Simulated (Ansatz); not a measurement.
# WS₂: single-point calculation (part 1 of 2)

System: WS₂ (slab, 27 atoms in the cell).
Method: DFT PBE+D3(BJ), scalar-relativistic, plane waves, PAW, no spin polarisation (Ansatz 0.2.0).

The structure derives from an entry of the Crystallography Open Database. It belongs to a series of runs on one base structure; here: the slab at its places in the relaxed adsorbed structure. Figures and captions count atoms from 1; the log counts them from 0 in places.

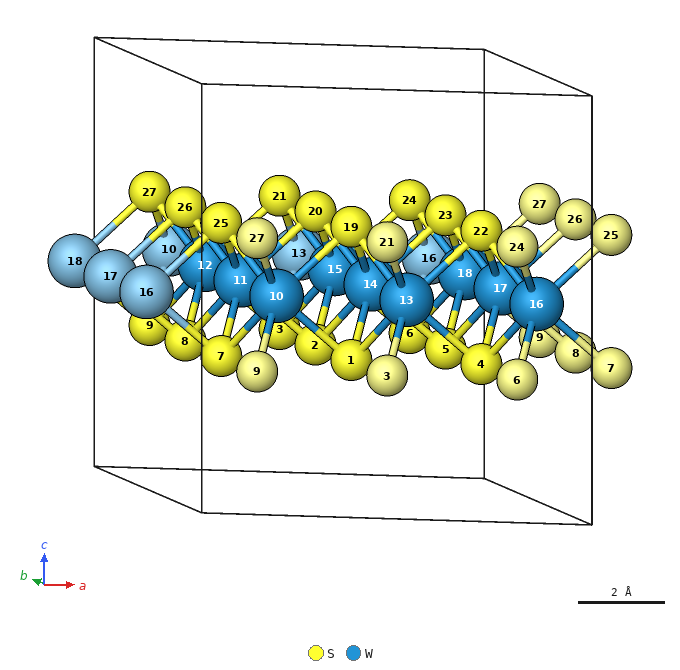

*The structure (ball-and-stick view of the cell of the calculation, with the vacuum cut short, seen slightly off an axis; neighbours outside the cell are drawn fainter; atoms are numbered from 1 in the order of the input). An atom can appear more than once, as a periodic image.*

Near neighbours in the periodic cell (some may lie outside the picture): S has 3 W at 2.41 Å; W has 6 S at 2.41 Å.

## The input
```yaml
crystal:
  lattice:
    - [9.4716094029, 0.0, 0.0]
    - [-4.7358047015, 8.2026543577, 0.0]
    - [0.0, 0.0, 21.1452666289]
  atoms:
    - { symbol: S, position: [0.4444444444, 0.2222222222, 0.3783352624] }
    - { symbol: S, position: [0.4444444444, 0.5555555556, 0.3783352624] }
    - { symbol: S, position: [0.4444444444, 0.8888888889, 0.3783352624] }
    - { symbol: S, position: [0.7777777778, 0.2222222222, 0.3783352624] }
    - { symbol: S, position: [0.7777777778, 0.5555555556, 0.3783352624] }
    - { symbol: S, position: [0.7777777778, 0.8888888889, 0.3783352624] }
    - { symbol: S, position: [0.1111111111, 0.2222222222, 0.3783352624] }
    - { symbol: S, position: [0.1111111111, 0.5555555556, 0.3783352624] }
    - { symbol: S, position: [0.1111111111, 0.8888888889, 0.3783352624] }
    - { symbol: W, position: [0.2222560851, 0.1111242748, 0.4529627464] }
    - { symbol: W, position: [0.2221353008, 0.4444157445, 0.4529171003] }
    - { symbol: W, position: [0.2222590079, 0.7777830634, 0.4529674678] }
    - { symbol: W, position: [0.5555623187, 0.1111027282, 0.452966123] }
    - { symbol: W, position: [0.5556377673, 0.4443635385, 0.4529278781] }
    - { symbol: W, position: [0.5554687228, 0.7778467086, 0.4528742231] }
    - { symbol: W, position: [0.8889059727, 0.1113214532, 0.4528377578] }
    - { symbol: W, position: [0.8888285829, 0.4444236135, 0.4529197415] }
    - { symbol: W, position: [0.8889905681, 0.7776339539, 0.4528779463] }
    - { symbol: S, position: [0.4444891212, 0.2222448589, 0.5275756454] }
    - { symbol: S, position: [0.4447015668, 0.5556804595, 0.5273242551] }
    - { symbol: S, position: [0.4444763933, 0.8888704881, 0.5275919707] }
    - { symbol: S, position: [0.7778202878, 0.2222554028, 0.5275492309] }
    - { symbol: S, position: [0.7777965102, 0.5555492437, 0.5275628715] }
    - { symbol: S, position: [0.7781090202, 0.8890850666, 0.5271172545] }
    - { symbol: S, position: [0.1108010477, 0.2220507373, 0.5274397768] }
    - { symbol: S, position: [0.1109317537, 0.5554826125, 0.5274995982] }
    - { symbol: S, position: [0.1111008129, 0.888880327, 0.5275628112] }
basis:
  ecutwfc: 420
kpoints:
  mp_grid: { grid: [2, 2, 1] }
hamiltonian:
  xc: pbe
  dispersion: d3bj
scf:
  occupations: { method: gaussian, width: 0.05 }
output:
  forces: true
  eigenvalues: true
  write_density: true
  volumetric_format: npy
efield:
  axis: 3
  dipole_correction: true
  ramp_width: 0.04
```

Machine: 4 threads of Intel Xeon @ 2.50GHz (Skylake/Cascade Lake), 189 GiB of memory available, shared host.

Command:
```bash
ansatz run input.yaml --threads 4 --pin off --max-ram 10240MiB --backend cpu --events-out ev --progress --plain --runs-dir out
```

## What the program printed
```
Engine: ansatz 0.2.0, x86_64-unknown-linux-gnu
Pseudopotentials: kind: paw
Pseudopotential: S, paw, valence charge 6, recommended cutoff 420 eV (normal), S.paw.azcp
Pseudopotential: W, paw, valence charge 14, recommended cutoff 420 eV (normal), W.paw.azcp
Functional definition: PBE
  parameter kappa = 0.804
  parameter beta = 0.06672455060314922
  exchange = pbe_x(kappa = kappa, mu = beta*pi^2/3)
  correlation = pbe_c(beta = beta)
Crystal: 27 atoms, lattice volume = 1642.825 Å³
Basis set: ecut = 420 eV, 32171 PW (Γ), exchange–correlation on 128×128×288 points (8 copies of the dense FFT grid, shifted against one another)
Bands: 144, of which v1, the nominal top of the filled ones, is band 117 counted from 1 (116 counted from 0)
Symmetry: 1 space group operations
Space group: P1 (ITA 1), of the structure as read, at distance tolerance 1.2e-4 Å
k-points: 4
Non-local potential: S, projectors of the file, l = 0: 2, l = 1: 2, l = 2: 2
Non-local potential: W, projectors of the file, l = 0: 3, l = 1: 2, l = 2: 2, l = 3: 1
PAW form: soft (Blöchl's): semilocal exchange-correlation on the pseudo side does not see the compensation charge
PAW one-centre angular grid: S, 110 points (default); XC on 64 Gauss nodes
PAW one-centre angular grid: W, 590 points (default); XC on 64 Gauss nodes
Initial density: superposition of atomic densities (neutral atoms: chi_scale 0, normalization atom), corrected by the library's trained network
Initial wavefunctions: pseudopotential atomic-orbital guess
Functional: x = pbe(κ = 0.804, μ = 0.2195149727645171), c = pbe(β = 0.06672455060314922)
SCF iter   1: F=—  HF=-109731.165044 eV  |F-HF|=—  |Δ(HF+E_count)|=         —  Δρ=3.22e-3  dr2=2.21e-1  ethr=1.77e-3  p=0.000 e·Å  D=3.51e-5 V/Å  ΔV_dip=-0.00 eV  dr2_dipole=3.38e-7  V_vac-E_F(+/−)=5.03/5.04 eV  ⟨swp⟩=9.5  Hψ=2895  notcnv=0
efield: sawtooth ramp at fractional position 0.9330 (placed from the atoms, in the widest stretch of the axis that holds none; the zero of the levels goes with the place), width 0.0400; the density the first Hamiltonian is built on has a dipole p = 0.000 e·Å; the dipole correction subtracts the counter field D = 3.51e-5 V/Å, which shifts the + side's vacuum level by -0.00 eV against the − side's; the planar-averaged density in the ramp window peaks in size at 2.3e-5 e/Å³
preconditioner: auto → Resta (q_TF=auto, 1.972 Å⁻¹)  ε∞=3.0  [insulator: Δε(μ)=1.932 eV  Ē_g=8.335 eV  σ=0.050 eV  W_gap=1.00  n_scr=198 (ndim 8)  ℏωp=11.7 eV  f_vac=0.678  D(μ)=0.00/eV (n_scr^D=0)  ε∞_Penn≈3.0  vacuum switching on, ρ_ref=5.0e-3 e/Å³]
SCF iter   2: F=—  HF=-109731.192982 eV  |F-HF|=—  |Δ(HF+E_count)|=   2.79e-2  Δρ=1.92e-3  dr2=7.77e-2  ethr=9.46e-5  p=-0.000 e·Å  D=-2.19e-5 V/Å  ΔV_dip=0.00 eV  dr2_dipole=3.62e-7  V_vac-E_F(+/−)=4.79/4.79 eV  ⟨swp⟩=3.2  Hψ=1063  notcnv=0  defer=88
SCF iter   3: F=—  HF=-109731.195848 eV  |F-HF|=—  |Δ(HF+E_count)|=   2.87e-3  Δρ=1.10e-3  dr2=9.73e-3  ethr=3.32e-5  p=0.000 e·Å  D=9.10e-6 V/Å  ΔV_dip=-0.00 eV  dr2_dipole=1.20e-7  V_vac-E_F(+/−)=4.83/4.83 eV  ⟨swp⟩=2.0  Hψ=775  notcnv=0  defer=88
SCF iter   4: F=—  HF=-109731.209773 eV  |F-HF|=—  |Δ(HF+E_count)|=   1.39e-2  Δρ=1.99e-4  dr2=5.02e-4  ethr=4.16e-6  p=-0.001 e·Å  D=-5.70e-5 V/Å  ΔV_dip=0.00 eV  dr2_dipole=1.24e-6  V_vac-E_F(+/−)=4.74/4.74 eV  ⟨swp⟩=2.0  Hψ=794  notcnv=0  defer=88
SCF iter   5: F=—  HF=-109731.210288 eV  |F-HF|=—  |Δ(HF+E_count)|=   5.15e-4  Δρ=1.16e-4  dr2=8.92e-4  ethr=2.15e-7  p=0.001 e·Å  D=1.15e-4 V/Å  ΔV_dip=-0.00 eV  dr2_dipole=1.15e-5  V_vac-E_F(+/−)=4.72/4.72 eV  ⟨swp⟩=3.0  Hψ=1034  notcnv=0  defer=88
SCF iter   6: F=—  HF=-109731.210170 eV  |F-HF|=—  |Δ(HF+E_count)|=   1.18e-4  Δρ=2.66e-5  dr2=3.35e-5  ethr=2.15e-7  p=-0.000 e·Å  D=-8.62e-6 V/Å  ΔV_dip=0.00 eV  dr2_dipole=1.42e-8  V_vac-E_F(+/−)=4.72/4.72 eV  ⟨swp⟩=2.0  Hψ=732  notcnv=0  defer=88
SCF iter   7: F=—  HF=-109731.211236 eV  |F-HF|=—  |Δ(HF+E_count)|=   1.07e-3  Δρ=6.52e-6  dr2=2.62e-6  ethr=1.43e-8  p=-0.000 e·Å  D=-3.37e-5 V/Å  ΔV_dip=0.00 eV  dr2_dipole=2.19e-7  V_vac-E_F(+/−)=4.72/4.72 eV  ⟨swp⟩=2.8  Hψ=872  notcnv=0  defer=88
SCF iter   8: F=—  HF=-109731.211236 eV  |F-HF|=—  |Δ(HF+E_count)|=   8.93e-8  Δρ=4.61e-6  dr2=1.63e-6  ethr=1.12e-9  p=0.000 e·Å  D=5.40e-6 V/Å  ΔV_dip=-0.00 eV  dr2_dipole=2.77e-7  V_vac-E_F(+/−)=4.72/4.72 eV  ⟨swp⟩=2.2  Hψ=842  notcnv=0  defer=88
SCF iter   9: F=—  HF=-109731.211236 eV  |F-HF|=—  |Δ(HF+E_count)|=   5.04e-8  Δρ=1.55e-6  dr2=1.21e-7  ethr=6.97e-10  p=-0.000 e·Å  D=-9.43e-6 V/Å  ΔV_dip=0.00 eV  dr2_dipole=1.46e-8  V_vac-E_F(+/−)=4.72/4.72 eV  ⟨swp⟩=2.0  Hψ=675  notcnv=0  defer=88
SCF iter  10: F=-109731.211236 eV  HF=-109731.211236 eV  |F-HF|=5.12e-9  |Δ(HF+E_count)|=   1.69e-8  Δρ=5.48e-7  dr2=1.45e-8  ethr=4.27e-11  p=-0.000 e·Å  D=-1.34e-5 V/Å  ΔV_dip=0.00 eV  dr2_dipole=1.04e-9  V_vac-E_F(+/−)=4.72/4.72 eV  ⟨swp⟩=14.2  Hψ=2958  notcnv=0
SCF 1 converged in 10 iterations: F = -109731.211236 eV  dr2 = 1.45e-8
  greatest PAW one-centre occupation: 1.000 electrons in one spin orbital (limit 2), on the W atom at site 12 (counted from 0), in its partial waves of l = 0
```

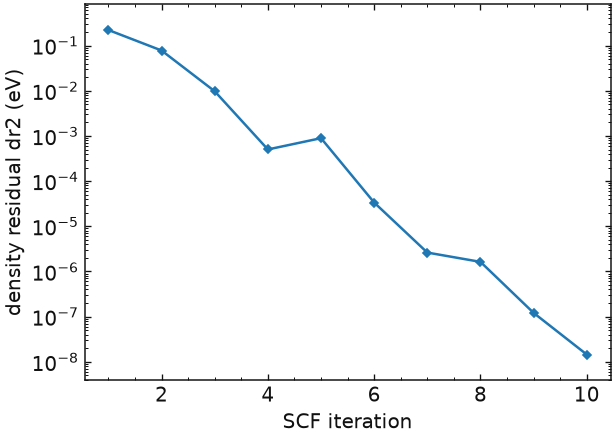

*Convergence of the self-consistent field: density residual dr2 against the SCF iteration.*

The residual falls almost steadily, with no more than small rises.

```
SCF converged after 10 iterations
Free energy (F): -109731.211236 eV
Harris-Foulkes:  -109731.211236 eV  (|F-HF|=5.12e-9)
Internal energy: -109731.211236 eV  (E = F + TS)
E sigma→0 (E₀):  -109731.211236 eV
Fermi energy:    0.175722 eV
Dipole field:    D = -0.000029 V/Å  (p = -0.000259 e·Å, saw-weighted, corrected)
Work function:   Φ+ = 4.7162 eV   Φ− = 4.7156 eV
Levels:          The Fermi level and band energies are counted from a zero that moves with the ramp; work functions are not
--- Per-component energies (eV) ---
  E_band       = -4453.198484
  E_kinetic    = 5997.692179
  E_local      = -155284.741366  (includes V_loc(G=0)·N_el)
  E_nonlocal   = 515.671373
  E_hartree    = 74634.576509
  E_xc         = -4159.420406
  E_vxc        = -3735.073840  (∫ρ·V_xc dr)
  E_paw        = -87868.217720  (= ΣΔE_a)
  E_vpaw       = -1215.902394  (= ΣTr[D̂ρ^β])
  E_aug_tail   = -0.000560  (compensation charges beyond the density's cutoff)
  E_efield     = 0.000000  (sawtooth field / dipole correction)
  E_vefield    = -0.000008  (∫n·V_field dr)
  E_ewald      = 56441.616785
  E_disp       = -8.388028  (pairwise vdW)
  E_smearing   = -0.000000  (= −TS)
  E_closure    = -0.000000  (closes the sum)
  Σ components = -109731.211236   (vs F -109731.211236, Δ=0.00e0)
--- Forces (eV/Å), atoms counted from 1 ---
  atom   1  S      0.00334804    -0.00756231     0.01215250
  atom   2  S      0.00161836    -0.00697194     0.00109445
  atom   3  S     -0.01315685     0.00749405     0.00345547
  atom   4  S     -0.01953191     0.00700036    -0.00941637
  atom   5  S      0.00333285    -0.01060178    -0.00906551
  atom   6  S      0.00485672    -0.00145007    -0.01437150
  atom   7  S      0.01045315     0.00397392    -0.00583940
  atom   8  S     -0.00349356     0.00446188     0.00657791
  atom   9  S      0.01549681     0.00475093     0.00801237
  atom  10  W     -0.00468314    -0.00663480    -0.01604626
  atom  11  W      0.01043055     0.00154165    -0.00704446
  atom  12  W     -0.00578141     0.00441618    -0.01270841
  atom  13  W     -0.00329126    -0.00322834    -0.00754742
  atom  14  W     -0.00738010     0.00968383    -0.01589009
  atom  15  W      0.01476840    -0.00152480    -0.01612140
  atom  16  W      0.01049006    -0.01311353    -0.00846265
  atom  17  W      0.00031576     0.00156451     0.00178224
  atom  18  W     -0.00399460     0.01340948    -0.00846720
  atom  19  S     -0.00346897    -0.00153035    -0.01185610
  atom  20  S     -0.02270731    -0.00954303     0.04718834
  atom  21  S      0.00191310    -0.00066055    -0.01552145
  atom  22  S     -0.00111476    -0.00251163    -0.01145536
  atom  23  S      0.00066787     0.00097192    -0.01341295
  atom  24  S     -0.02438965    -0.01484092     0.09228260
  atom  25  S      0.01776845     0.02041797     0.01923487
  atom  26  S      0.01628551     0.00252187     0.00466406
  atom  27  S      0.00124744    -0.00203408    -0.01313814
  max |Σ_I F_I| component: 8.01e-5 eV/Å
--- Band table (eV) ---
```
